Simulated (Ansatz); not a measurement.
# Hf2B3: one candidate of a structure search, part 2 of 2

The task: take a trial cell of Hf2B3 to zero force and stress.

Ansatz 0.2.0; DFT PBE, scalar-relativistic, plane waves, PAW.

## (4) Final relaxation

The end of the coarse run is made exact in the group found at a tolerance of 0.06 Å and reduced to its primitive cell.

input.yaml reads:

```yaml
crystal:
  lattice:
    - [4.1758221905, 0.0, 0.0]
    - [0.0, 4.1758221905, 0.0]
    - [0.0, 0.0, 4.1758221905]
  atoms:
    - { symbol: Hf, position: [0.0, 0.0, 0.0] }
    - { symbol: Hf, position: [0.5, 0.5, 0.5] }
    - { symbol: B, position: [0.0, 0.5, 0.5] }
    - { symbol: B, position: [0.5, 0.0, 0.5] }
    - { symbol: B, position: [0.5, 0.5, 0.0] }
basis:
  ecutwfc: 420
kpoints:
  mp_grid: { grid: [10, 10, 10] }
hamiltonian:
  xc: pbe
scf:
  occupations: { method: gaussian, width: 0.1 }
output:
  forces: true
  stress: true
  eigenvalues: true
  write_density: true
  write_potential: true
  elf: true
  volumetric_format: npy
relax:
  adjacent_minimum: "off"
  f_tol: 0.01
  max_steps: 80
  cell: { stress_tol: 0.05 }
```

On the command line:

```console
$ ansatz run input.yaml --threads 1 --pin off --max-ram 2560MiB --backend cpu --events-out ev --progress --plain --runs-dir out
```

Output (excerpt; [...] marks lines left out):

```text
Warning: RAYON_NUM_THREADS=1 ignored (pool sized by the plan → 1); use --threads N
[...]
Pseudopotentials: kind: paw
Pseudopotential: Hf, paw, valence charge 26, recommended cutoff 420 eV (normal), Hf.paw.azcp
Pseudopotential: B, paw, valence charge 3, recommended cutoff 420 eV (normal), B.paw.azcp
Functional definition: PBE
[...]
Crystal: 5 atoms, lattice volume = 72.816 Å³
Basis set: ecut = 420 eV, 1365 PW (Γ), exchange–correlation on 60×60×60 points (8 copies of the dense FFT grid, shifted against one another)
Bands: 37, of which v1, the nominal top of the filled ones, is band 31 counted from 1 (30 counted from 0)
Symmetry: 48 space group operations
Space group: Pm-3m (ITA 221), of the structure as read, at distance tolerance 4.2e-5 Å
k-points: 56 of 1000
[...]
SCF iter   1: F=—  HF=-31905.426930 eV  |F-HF|=—  |Δ(HF+E_count)|=         —  Δρ=5.45e-3  dr2=4.29e-2  ethr=1.77e-3  ⟨swp⟩=5.1  Hψ=6658  notcnv=0
[...]
--- Stress (GPa, compression-positive) ---
       -0.003918       0.000000       0.000000
        0.000000      -0.003918       0.000000
        0.000000       0.000000      -0.003918
  P = ⅓ Tr σ = -0.0039 GPa (-0.039 kbar)
--- Band table (eV; the first three rows and the last of 56) ---
[...]
--- Relaxed structure (2 steps of the walk, 2 accepted, 1 SCFs on fresh bases) ---
  F+E_penalty+E_count = -31905.42000813 eV   max|allowed force component| = 4.950e-30 eV/Å   (the final SCF, on the basis selected at the relaxed cell)
  cell:  # Å, volume = 72.7570 Å³
    - [4.174696889218426, -4.012354050806741e-36, 8.024708101613482e-36]
    - [-4.012354050806741e-36, 4.174696889218426, 0.0]
    - [1.2037062152420224e-35, 0.0, 4.174696889218426]
  atoms:
    - { symbol: Hf, position: [-1.951734004441728e-37, 1.1597803987932578e-37, 3.00266769914112e-39] }
    - { symbol: Hf, position: [0.5, 0.5, 0.5] }
    - { symbol: B, position: [4.504001548711673e-38, 0.5, 0.5] }
    - { symbol: B, position: [0.5, -1.9142006582024672e-38, 0.5] }
    - { symbol: B, position: [0.5, 0.5, -4.504001548711756e-39] }
```

It took 67 s on 1 thread of Intel Xeon at 2.50GHz (Skylake/Cascade Lake), shared host; peak memory 0.45 GiB.

Step by step:

```csv
step,energy from step 1 (eV/cell),largest force component (eV/Å),pressure (GPa),volume (Å³)
1,0.0000,0.0000,-0.09,72.82
2,-0.0001,0.0000,0.00,72.76
3,0.0000,0.0000,0.00,72.76
```

Step 1 is the start. Step 3 repeats the geometry before it on a plane-wave basis chosen anew for that cell, so its energy need not be comparable with the rows above.

|  | before | after | change |
| --- | --- | --- | --- |
| a (Å) | 4.176 | 4.175 | 0.0 % |
| b (Å) | 4.176 | 4.175 | 0.0 % |
| c (Å) | 4.176 | 4.175 | 0.0 % |
| volume (Å³/atom) | 14.56 | 14.55 | -0.1 % |
| shortest distance (Å) | 2.088 | 2.087 | 0.0 % |
| space group (0.01 Å) | Pm-3m | Pm-3m | same |

The run keeps the 48 symmetry operations of the start, so it could not have lowered the symmetry.

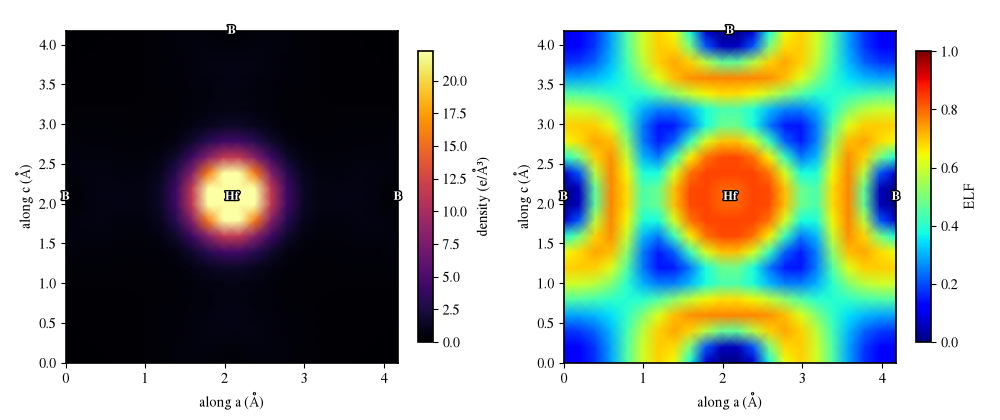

Density (left) and ELF (right) in a lattice plane of the grid's cell (edges 4.17 and 4.17 Å, at 0.500 of the third edge), which holds Hf and B. Only atoms in the plane are labelled; the density scale stops at 22.23 e/Å³. Both are smooth fields of the valence electrons: close to the nuclei they are not physical.

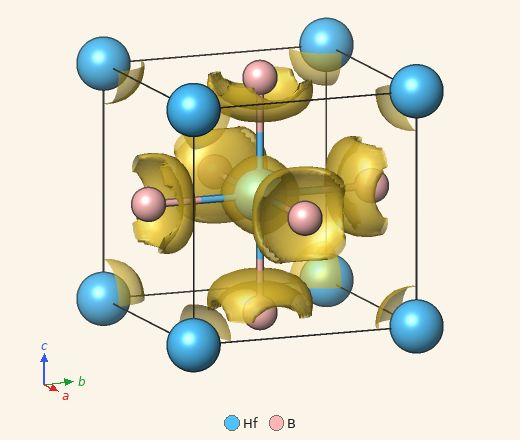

Surface of ELF = 0.71, drawn in one cell.

Outside the cores ELF peaks at 0.77 in the shell around B, 0.6 Å from B.

## (5) Changed: hubbard.sites [{species: Hf, l: d, u_eff: 6.0}], hubbard.double_counting fll

input.yaml reads:

```yaml
crystal:
  lattice:
    - [4.1746968892, 0.0, 0.0]
    - [0.0, 4.1746968892, 0.0]
    - [0.0, 0.0, 4.1746968892]
  atoms:
    - { symbol: Hf, position: [0.0, 0.0, 0.0] }
    - { symbol: Hf, position: [0.5, 0.5, 0.5] }
    - { symbol: B, position: [0.0, 0.5, 0.5] }
    - { symbol: B, position: [0.5, 0.0, 0.5] }
    - { symbol: B, position: [0.5, 0.5, 0.0] }
basis:
  ecutwfc: 420
kpoints:
  mp_grid: { grid: [10, 10, 10] }
hamiltonian:
  xc: pbe
  hubbard: { sites: [{ species: Hf, l: d, u_eff: 6.0 }], double_counting: fll }
scf:
  occupations: { method: gaussian, width: 0.1 }
output:
  forces: true
  eigenvalues: true
  stress: true
```

On the command line:

```console
$ ansatz run input.yaml --threads 1 --pin off --max-ram 2560MiB --backend cpu --events-out ev --progress --plain --runs-dir out
```

Output (excerpt; [...] marks lines left out):

```text
Warning: RAYON_NUM_THREADS=1 ignored (pool sized by the plan → 1); use --threads N
Hf: projections on atomic orbitals take those of the free atom [Kr 4d10] 4f14 5s2 5p6 5d2 6s2, of charge +0.00 (hamiltonian.pseudopotentials.projection_atoms); the dataset's partial waves leave at most 4.9e-5 of an orbital's norm unspanned inside its sphere
B: projections on atomic orbitals take those of the free atom [He] 2s2 2p1, of charge +0.00 (hamiltonian.pseudopotentials.projection_atoms); the dataset's partial waves leave at most 3.0e-9 of an orbital's norm unspanned inside its sphere
[...]
[... 4 set-up lines as earlier in the session ...]
[...]
Crystal: 5 atoms, lattice volume = 72.757 Å³
[...]
SCF iter  12: F=-31893.787754 eV  HF=-31893.787755 eV  |F-HF|=5.72e-8  |Δ(HF+E_count)|=   8.04e-9  Δρ=4.62e-6  dr2=1.51e-8  ethr=1.29e-10  ⟨swp⟩=4.8  Hψ=7310  notcnv=0
[...]
SCF converged after 12 iterations
Free energy (F): -31893.787754 eV
[...]
E sigma→0 (E₀):  -31893.784323 eV
Entropy (-TS):   -0.006863 eV (-1.373 meV/atom)
Fermi energy:    15.446783 eV
[...]
--- Forces (eV/Å), atoms counted from 1 ---
  atom   1  Hf    -0.00000000     0.00000000     0.00000000
  atom   2  Hf     0.00000000    -0.00000000     0.00000000
  atom   3  B      0.00000000     0.00000000    -0.00000000
  atom   4  B     -0.00000000     0.00000000     0.00000000
  atom   5  B     -0.00000000     0.00000000     0.00000000
[...]
--- Stress (GPa, compression-positive) ---
        7.222732       0.000000      -0.000000
        0.000000       7.222732       0.000000
       -0.000000       0.000000       7.222732
  P = ⅓ Tr σ = 7.2227 GPa (72.227 kbar)
--- Band table (eV; the first three rows and the last of 56) ---
[...]
Occupation matrices written to <dir>
```

Run time: 36 s. Hardware: 1 thread of Intel Xeon at 2.50GHz (Skylake/Cascade Lake), shared host; peak memory 0.54 GiB.

| run | ending | energy change | pressure (GPa) | gap (eV) | force (eV/Å) | cycles | time |
| --- | --- | --- | --- | --- | --- | --- | --- |
| step 4 | converged | 0 | 0.0 | 0.00 | 0.00 | - | 67 s |
| variant | converged | +2.33 eV/atom (Hubbard term changed: no physical gain or loss) | 7.2 | 0.00 | 0.00 | 12 | 36 s |

Changing the Hubbard U and double counting of the Hubbard term moves the energy by +2.33 eV/atom, and the pressure goes from 0.0 to 7.2 GPa. The U term adds an energy of its own, so the shift says nothing about which run is better.

## (6) Results

This closing draws on all 2 parts. Changes of volume or cell count from the first structure of part 1.

```
                              quantity                                                                      value
symmetry at the end (tolerance 0.05 Å)                                                space group Pm-3m (No. 221)
                     conventional cell  a = 4.175 Å, b = 4.175 Å, c = 4.175 Å, α = 90.00°, β = 90.00°, γ = 90.00°
                                volume                                                              14.55 Å³/atom
              energy over the elements                                                              +1.01 eV/atom
                       gap on the mesh                                                               none (metal)
```

**Reading.** The space group Pm-3m (No. 221) is kept, and the volume per atom grows by 11.8 % from the first guess. With a positive formation energy it can't be a ground state. No finished test with a distortion of lower symmetry is shown, so the end may be a saddle point. Spin-orbit coupling is left out for Hf.
